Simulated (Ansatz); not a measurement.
## Single-point calculation of SiO$_{2}$

System: SiO$_{2}$ (P6₂22, 9 atoms in the cell).
Method: DFT, PBE, plane waves, PAW, no spin polarisation (Ansatz 0.2.0).

The structure derives from an entry of the Crystallography Open Database. The geometry comes from this level: r2SCAN (a point of a series of volumes). It belongs to a series of runs on one base structure; here: volume +12%. Figures and captions count atoms from 1; the log counts them from 0 in places.

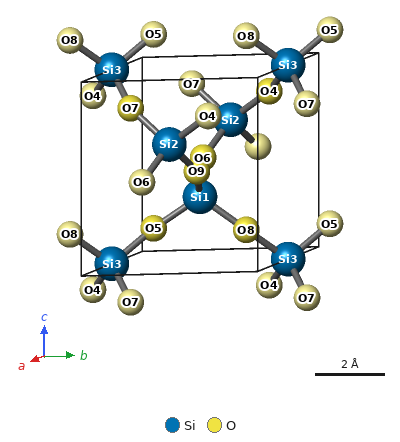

The input geometry (ball-and-stick view of the cell of the calculation, seen slightly off an axis; neighbours outside the cell are drawn fainter; atoms are numbered from 1 in the order of the input). Near neighbours in the crystal (not all of them lie inside the picture): Si has 4 O at 1.67 Å; O has 2 Si at 1.67 Å.

Input file
```yaml
crystal:
  lattice:
    - [5.2538261944, 0.0, 0.0]
    - [-2.6269130972, 4.5499469514, 0.0]
    - [0.0, 0.0, 5.7543594999]
  atoms:
    - { symbol: Si, position: [0.5, 0.5, 0.3333333333] }
    - { symbol: Si, position: [0.0, 0.5, 0.6666666667] }
    - { symbol: Si, position: [0.5, 0.0, 0.0] }
    - { symbol: O, position: [0.2082404179, 0.7917595821, 0.8333333333] }
    - { symbol: O, position: [0.4164808359, 0.2082404179, 0.1666666667] }
    - { symbol: O, position: [0.2082404179, 0.4164808359, 0.5] }
    - { symbol: O, position: [0.7917595821, 0.2082404179, 0.8333333333] }
    - { symbol: O, position: [0.5835191641, 0.7917595821, 0.1666666667] }
    - { symbol: O, position: [0.7917595821, 0.5835191641, 0.5] }
kpoints:
  mp_grid: { grid: [3, 3, 2] }
hamiltonian:
  xc: pbe
scf:
  occupations: { method: fermi_dirac, width: 0.02 }
  n_extra_bands: 6
output:
  forces: true
  stress: true
  eigenvalues: true
basis:
  ecutwfc: 260
```

Run on 2 threads of Arm Neoverse V2, 24 GiB of memory available, shared host.

Command:
```bash
ansatz run input.yaml --threads 2 --pin off --max-ram 3686MiB --backend cpu --events-out ev --progress --plain --runs-dir out
```

Output
```
Warning: basis.ecutwfc = 260 eV is below the records' recommended 420 eV, and the density's cutoff is lower with it unless basis.ecutrho_ratio is high enough to keep the records' density cutoff: compare with a run at a higher cutoff
scf.n_extra_bands = 6 over 24 filled bands (N_el = 48.0): the run solves 30 bands
Engine: ansatz 0.2.0, aarch64-unknown-linux-gnu
Pseudopotentials: kind: paw
Pseudopotential: Si, paw, valence charge 4, recommended cutoff 420 eV (normal), Si.paw.azcp
Pseudopotential: O, paw, valence charge 6, recommended cutoff 420 eV (normal), O.paw.azcp
Functional definition: PBE
  parameter kappa = 0.804
  parameter beta = 0.06672455060314922
  exchange = pbe_x(kappa = kappa, mu = beta*pi^2/3)
  correlation = pbe_c(beta = beta)
Crystal: 9 atoms, lattice volume = 137.556 Å³
Basis set: ecut = 260 eV, 1299 PW (Γ), exchange–correlation on 60×60×64 points (8 copies of the dense FFT grid, shifted against one another)
Bands: 30, of which v1, the nominal top of the filled ones, is band 24 counted from 1 (23 counted from 0)
Symmetry: 12 space group operations
Space group: P6222 (ITA 180), of the structure as read, at distance tolerance 5.2e-5 Å
k-points: 6 of 18
Non-local potential: Si, projectors of the file, l = 0: 2, l = 1: 2, l = 2: 2
Non-local potential: O, projectors of the file, l = 0: 2, l = 1: 2, l = 2: 1
PAW form: soft (Blöchl's): semilocal exchange-correlation on the pseudo side does not see the compensation charge
PAW one-centre angular grid: Si, 110 points (default); XC on 64 Gauss nodes
PAW one-centre angular grid: O, 110 points (default); XC on 64 Gauss nodes
Initial density: superposition of atomic densities (neutral atoms: chi_scale 0, normalization atom), corrected by the library's trained network
Initial wavefunctions: pseudopotential atomic-orbital guess
Functional: x = pbe(κ = 0.804, μ = 0.2195149727645171), c = pbe(β = 0.06672455060314922)
SCF iter   1: F=—  HF=-5313.337066 eV  |F-HF|=—  |Δ(HF+E_count)|=         —  Δρ=4.09e-2  dr2=7.24e-1  ethr=1.77e-3  ⟨swp⟩=8.0  Hψ=928  notcnv=0
preconditioner: auto → Resta (q_TF=auto, 2.289 Å⁻¹)  ε∞=3.1  [insulator: Δε(μ)=4.574 eV  Ē_g=14.985 eV  σ=0.020 eV  W_gap=1.00  n_scr=22 (ndim 8)  ℏωp=21.9 eV  f_vac=0.219  D(μ)=0.00/eV (n_scr^D=0)  ε∞_Penn≈3.1]
SCF iter   2: F=—  HF=-5313.164942 eV  |F-HF|=—  |Δ(HF+E_count)|=   1.72e-1  Δρ=1.38e-2  dr2=6.37e-2  ethr=1.51e-3  ⟨swp⟩=2.0  Hψ=368  notcnv=0  defer=8
SCF iter   3: F=—  HF=-5313.184347 eV  |F-HF|=—  |Δ(HF+E_count)|=   1.94e-2  Δρ=6.91e-3  dr2=1.35e-2  ethr=1.33e-4  ⟨swp⟩=2.0  Hψ=200  notcnv=0  defer=8
SCF iter   4: F=—  HF=-5313.192258 eV  |F-HF|=—  |Δ(HF+E_count)|=   7.91e-3  Δρ=1.64e-4  dr2=1.87e-5  ethr=2.81e-5  ⟨swp⟩=2.2  Hψ=285  notcnv=0  defer=8
SCF iter   5: F=—  HF=-5313.192322 eV  |F-HF|=—  |Δ(HF+E_count)|=   6.40e-5  Δρ=3.69e-5  dr2=1.33e-6  ethr=3.89e-8  ⟨swp⟩=2.8  Hψ=326  notcnv=0  defer=8
SCF iter   6: F=-5313.192324 eV  HF=-5313.192324 eV  |F-HF|=8.33e-8  |Δ(HF+E_count)|=   1.93e-6  Δρ=6.49e-6  dr2=4.54e-8  ethr=2.08e-10  ⟨swp⟩=11.5  Hψ=916  notcnv=0
SCF 1 converged in 6 iterations: F = -5313.192324 eV  dr2 = 4.54e-8
  greatest PAW one-centre occupation: 0.870 electrons in one spin orbital (limit 2), on the O atom at site 7 (counted from 0), in its partial waves of l = 0
SCF converged after 6 iterations
Free energy (F): -5313.192324 eV
Harris-Foulkes:  -5313.192324 eV  (|F-HF|=8.33e-8)
Internal energy: -5313.192324 eV  (E = F + TS)
E sigma→0 (E₀):  -5313.192324 eV
Fermi energy:    3.310038 eV
--- Per-component energies (eV) ---
  E_band       = -277.523312
  E_kinetic    = 1224.788831
  E_local      = -3241.283826  (includes V_loc(G=0)·N_el)
  E_nonlocal   = 319.839114
  E_hartree    = 1175.574897
  E_xc         = -618.096726
  E_vxc        = -718.119675  (∫ρ·V_xc dr)
  E_paw        = -2478.644494  (= ΣΔE_a)
  E_vpaw       = -213.979140  (= ΣTr[D̂ρ^β])
  E_aug_tail   = 0.080953  (compensation charges beyond the density's cutoff)
  E_ewald      = -1695.451072
  E_smearing   = -0.000000  (= −TS)
  E_closure    = -0.000000  (closes the sum)
  Σ components = -5313.192324   (vs F -5313.192324, Δ=0.00e0)
--- Forces (eV/Å), atoms counted from 1 ---
  atom   1  Si    -0.00000000     0.00000000    -0.00000000
  atom   2  Si     0.00000000     0.00000000     0.00000000
  atom   3  Si     0.00000000     0.00000000     0.00000000
  atom   4  O      0.40168884    -0.23191516    -0.00000000
  atom   5  O      0.40168884     0.23191516    -0.00000000
  atom   6  O     -0.00000000     0.46383032    -0.00000000
  atom   7  O     -0.40168884     0.23191516     0.00000000
  atom   8  O     -0.40168884    -0.23191516     0.00000000
  atom   9  O      0.00000000    -0.46383032     0.00000000
  max |Σ_I F_I| component: 5.55e-17 eV/Å
--- Stress (GPa, compression-positive) ---
      -12.135926       0.000000       0.000000
        0.000000     -12.135926       0.000000
        0.000000       0.000000     -12.224561
  P = ⅓ Tr σ = -12.1655 GPa (-121.655 kbar)
--- Band table (eV; the first three rows and the last of 6) ---
  k-point 0: bands = ["-18.1068", "-16.8719", "-16.8719", "-16.3668", "-16.3470", "-16.3470", "-7.3315", "-7.3315", "-4.4947", "-4.1703", "-4.1177", "-4.1177", "-1.5789", "-1.5073", "-1.5073", "-1.3556", "-0.6544", "-0.5900", "-0.5900", "0.0988", "0.0988", "0.5496", "0.5496", "0.8416", "5.6576", "9.2641", "9.2641", "9.4899", "9.4899", "9.7368"]
  k-point 1: bands = ["-17.7379", "-17.7379", "-16.3565", "-16.3565", "-16.3496", "-16.3394", "-8.4205", "-5.2200", "-5.2200", "-4.5735", "-4.5735", "-3.5830", "-1.5179", "-1.5179", "-1.1982", "-0.9499", "-0.9499", "-0.8916", "-0.8916", "-0.6307", "-0.0722", "0.6546", "0.9395", "0.9395", "7.5102", "7.5102", "9.0023", "10.0010", "10.0010", "10.9777"]
  k-point 2: bands = ["-17.8743", "-17.1744", "-16.8642", "-16.3679", "-16.3620", "-16.3569", "-7.4444", "-6.7247", "-4.6723", "-4.4845", "-4.3102", "-3.7229", "-1.8090", "-1.6302", "-1.2934", "-1.1551", "-0.9020", "-0.8471", "-0.5829", "-0.1053", "0.0451", "0.2307", "0.6510", "0.8977", "6.9617", "8.8581", "9.5301", "9.8460", "10.1837", "10.3588"]
  k-point 5: bands = ["-17.6934", "-17.1265", "-17.1265", "-16.3793", "-16.3645", "-16.3645", "-6.8149", "-6.8149", "-5.6749", "-4.0801", "-4.0801", "-3.9074", "-1.9582", "-1.6478", "-1.6478", "-0.8963", "-0.7699", "-0.7699", "0.0058", "0.0058", "0.1282", "0.1802", "0.3925", "0.3925", "7.6841", "9.7036", "9.7036", "10.0731", "10.0731", "10.1686"]
```

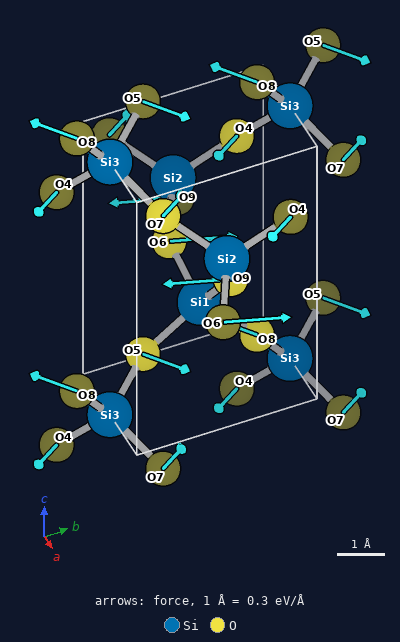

Forces on the atoms as teal arrows (ball-and-stick view of the cell of the calculation, seen slightly off an axis; neighbours outside the cell are drawn fainter; atoms are numbered from 1 in the order of the input). The largest act on all 6 O atoms (0.46 eV/Å). The geometry is not a stationary point of this energy.

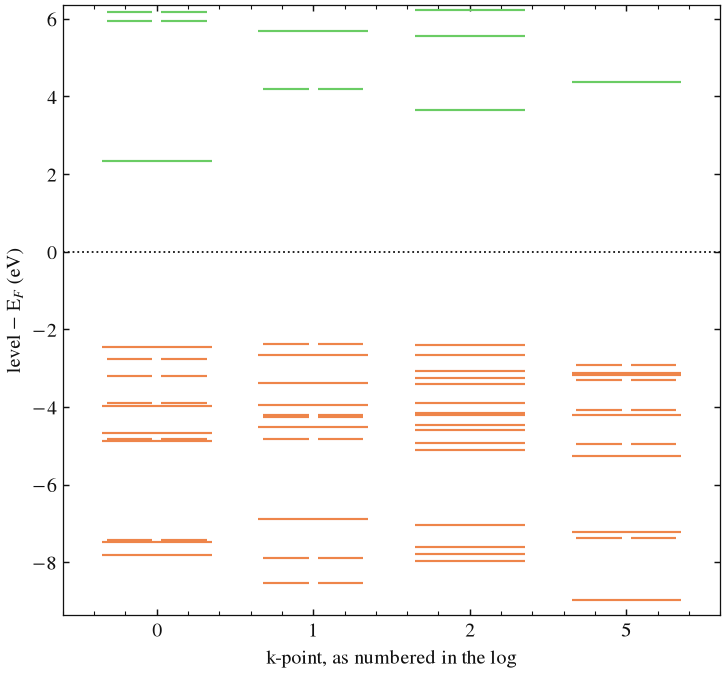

Kohn–Sham levels near the Fermi level (dotted) at the few k-points that the log prints; levels within 0.02 eV of each other stand side by side. Among these points the highest filled and lowest empty levels are 4.72 eV apart, which is the gap on the mesh.

Key numbers

| quantity | value |
| --- | --- |
| outcome | converged |
| space group (tolerance 0.01 Å) | P6₂22 (180) |
| electrons treated | 48 |
| free energy | −5313.1923 eV |
| Fermi energy | 3.310 eV |
| gap on the k-point mesh | 4.72 eV |
| pressure | −12.17 GPa |
| largest force (length of the vector) | 0.464 eV/Å |
| wall time | 0.6 s (CPU time 1.1 s) |
| peak memory | 0.27 GiB |

Notes

The program warns: the cutoff is below the recommended one.
